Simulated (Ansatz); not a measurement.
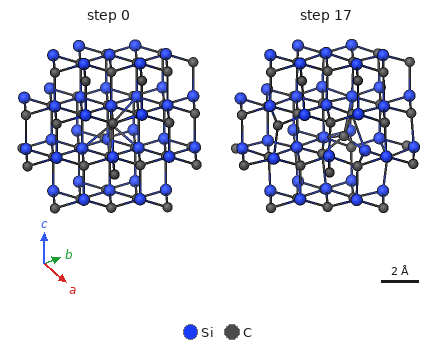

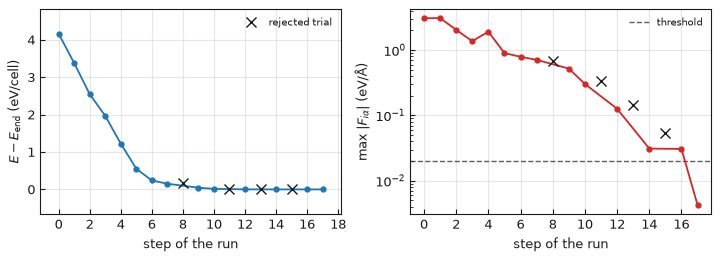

First and last geometry of a relaxation of a defect cell of composition Si$_{16}$C$_{17}$, with the history of the run. A ball-and-stick model of the atoms within 5.8 Å of the atom that moves most (axes of the conventional cell (2 times the calculation's cell) (origin shifted)), seen slightly off an axis. Lengths and directions refer to the drawn axes.

Case: C interstitial, charge +0, atoms relaxed.

Computed with Ansatz 0.2.0, DFT PBE, scalar-relativistic, plane waves, PAW. Settings: plane-wave cutoff 420 eV; k-point mesh 2 × 2 × 2; occupations gaussian; smearing width 0.02 eV; mesh shifted by (0.5, 0.5, 0.5); no spin polarisation; atoms relaxed in a fixed cell; force threshold 0.02 eV/Å; at most 60 steps.

Q: Read the history and describe the run.

A: It converged. A C atom moves most: 1.08 Å roughly along [3 1 0]. By element the largest moves are C 1.08 Å, Si 0.57 Å. The cell stays as it was. Among the contacts that change: C–C 2.007 → 3.127 Å, C–Si 2.336 → 3.405 Å, C–Si 2.241 → 2.960 Å, C–Si 1.896 → 2.611 Å. Bonds break: C–Si (1.90 → 2.61 Å). Among the angles between lasting bonds that change: Si–C–C 176.7° → 123.6°, Si–C–Si 95.2° → 145.6°, Si–C–C 58.9° → 106.8°. After 13 accepted moves (17 points after the start) the energy has fallen by 4.165 eV per cell of the calculation. Largest force component: 3.1 eV/Å at the start, 0.0043 eV/Å at the end. The line search rejected the trial steps at points 8, 11, 13, 15 of the run. The run took 67 s on 4 threads of Intel(R) Xeon(R) CPU @ 2.60GHz (Ice Lake), with other jobs on the host, peak memory 0.97 GiB.

```csv
step,"E − E(0), meV/atom","largest force component, eV/Å",note
0,0.00,3.0730,
1,-23.84,3.0938,
2,-49.06,2.0441,
3,-66.64,1.3728,
4,-89.10,1.9167,
5,-109.41,0.9009,
6,-118.99,0.7894,
7,-121.60,0.7107,
8,-121.22,0.6887,rejected
9,-124.85,0.5211,
10,-125.77,0.3033,
11,-125.73,0.3370,rejected
12,-126.17,0.1265,
13,-126.15,0.1441,rejected
14,-126.22,0.0311,
15,-126.20,0.0541,rejected
16,-126.22,0.0307,
17,-126.22,0.0043,
```

Limits of the set-up: the periodic images lie only 7.6 Å apart, so the values are limited by the cell's size.
